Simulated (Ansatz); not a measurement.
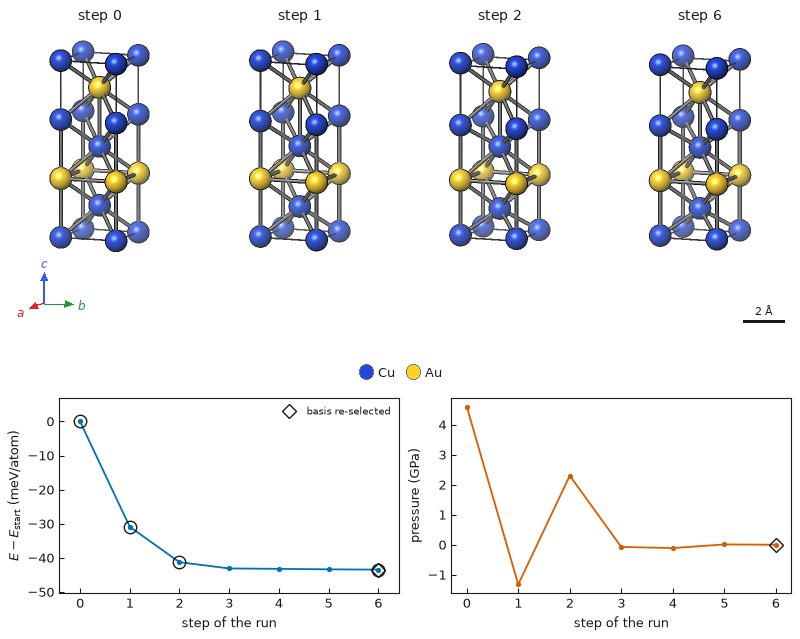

Frames of a relaxation of solid Cu2Au (set up in I4/mmm), marked on the history of the run. A ball-and-stick model of the conventional cell (2 times the calculation's cell), seen slightly off an axis. Lengths and directions refer to the drawn axes.

Case: 2 of 3 Au sites taken by Cu, cell and atoms relaxed.

Theory: DFT PBEsol, scalar-relativistic, plane waves, PAW in Ansatz 0.2.0.

Input
```yaml
crystal:
  lattice:
    - [0.0, 0.0, -2.9687144042]
    - [-2.9687144042, 0.0, 0.0]
    - [1.4843572021, 4.4530716063, 1.4843572021]
  atoms:
    - { symbol: Cu, position: [0.6666666667, 0.6666666667, 0.3333333333] }
    - { symbol: Cu, position: [0.0, 0.0, 0.0] }
    - { symbol: Au, position: [0.3333333333, 0.3333333333, 0.6666666667] }
basis:
  ecutwfc: 420
kpoints:
  mp_grid: { grid: [14, 14, 14] }
hamiltonian:
  xc: pbesol
scf:
  occupations: { method: gaussian, width: 0.1 }
output:
  forces: true
  stress: true
  eigenvalues: true
relax:
  adjacent_minimum: "off"
  f_tol: 0.015
  max_steps: 60
  cell: { stress_tol: 0.15 }
```

Launched with:
```bash
ansatz run input.yaml --threads 1 --pin off --max-ram 2560MiB --backend cpu --events-out ev --progress --plain --runs-dir out
```

Describe the path.

Answer. The largest moves relative to the cell, 0.10 Å, are those of Cu1 and Cu2. Cu1 goes along −c. Au stays in place. The volume changes by +1.3 %, with a = b 2.969 → 3.040 Å (+2.4 %), c 8.906 → 8.609 Å (−3.3 %). Among the contacts that change: Cu1–Au3 2.969 → 2.769 Å, Cu1–Cu2 2.571 → 2.478 Å, Au3–Au3 2.969 → 3.040 Å, Cu1–Au3 (another image) 2.571 → 2.641 Å. The space group stays I4/mmm (No. 139). Over 5 accepted moves (6 points after the start) the energy falls by 43.4 meV per atom. The largest force component goes from 1.1 to 0.00015 eV/Å. The pressure goes from 4.60 to 0.00 GPa. At 1 point the geometry stayed and the basis and grid were re-selected for the new cell (energy shift of 0.1 meV per atom at most each time). Cost: 93 s on 1 thread of Intel(R) Xeon(R) Platinum 8488C (Sapphire Rapids) (shared host), peak memory 0.57 GiB. From step 0 to 1: Cu atoms move most (0.05 Å), volume +2.5 %, energy −30.9 meV per atom. From step 1 to 2: Cu atoms move most (0.07 Å), volume −2.5 %, energy −10.4 meV per atom. From step 2 to 6: Cu atoms move most (0.02 Å), volume +1.4 %, energy −2.2 meV per atom.

```csv
step,"E − E(0), meV/atom","largest force component, eV/Å","pressure, GPa","volume, Å³/atom",note
0,0.00,1.0712,4.60,13.082,
1,-30.88,0.5031,-1.32,13.410,
2,-41.25,0.1353,2.30,13.074,
3,-43.08,0.0100,-0.07,13.256,
4,-43.21,0.0077,-0.11,13.261,
5,-43.35,0.0003,0.01,13.257,
6,-43.43,0.0001,0.00,13.257,"same geometry, new basis"
```
